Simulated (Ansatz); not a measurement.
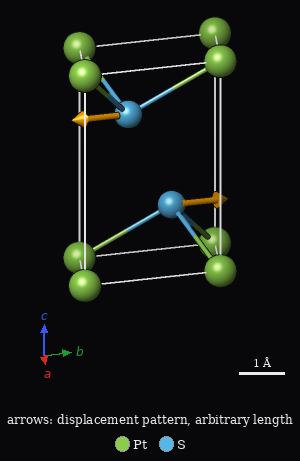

The lowest optical mode of crystalline PtS$_{2}$, space group P-3m1 (No. 164), at the zone centre. Displacements are drawn as orange arrows; their common scale and sign are arbitrary. Style: ball-and-stick. Shown: the cell of the calculation, from a free direction.

Level of theory: DFT PBEsol, scalar-relativistic, plane waves, PAW in Ansatz.

The input:
```yaml
crystal:
  lattice:
    - [3.5715569969, 0.0, 0.0]
    - [-1.7857784985, 3.0930590904, 0.0]
    - [0.0, 0.0, 4.767229828]
  atoms:
    - { symbol: Pt, position: [0.0, 0.0, 0.0] }
    - { symbol: S, position: [0.3333333333, 0.6666666667, 0.2510159166] }
    - { symbol: S, position: [0.6666666667, 0.3333333333, 0.7489840834] }
basis:
  ecutwfc: 420
kpoints:
  mp_grid: { grid: [12, 12, 8] }
hamiltonian:
  xc: pbesol
scf:
  occupations: { method: gaussian, width: 0.02 }
output:
  eigenvalues: true
phonons:
  method: dfpt
  eigenvectors: true
```

Command:
```bash
ansatz run input.yaml --threads 1 --pin off --max-ram 4096MiB --backend cpu --events-out ev --progress --plain --runs-dir out
```

Frequencies are those without the non-analytic (LO–TO) term.

### Is the structure stable against all modes at this point?

Yes: this softest mode has a real frequency, and so have all others here. That speaks for this wave vector alone: the rest of the zone wasn't checked in this run. This is the E_g mode (doubly degenerate; one member of the set is drawn) at 298 cm⁻¹, the lowest optical level, Raman-active by symmetry. The Pt atoms stay at rest; all motion is along b; atoms of one kind move against one another, with no net shift of their sublattice.
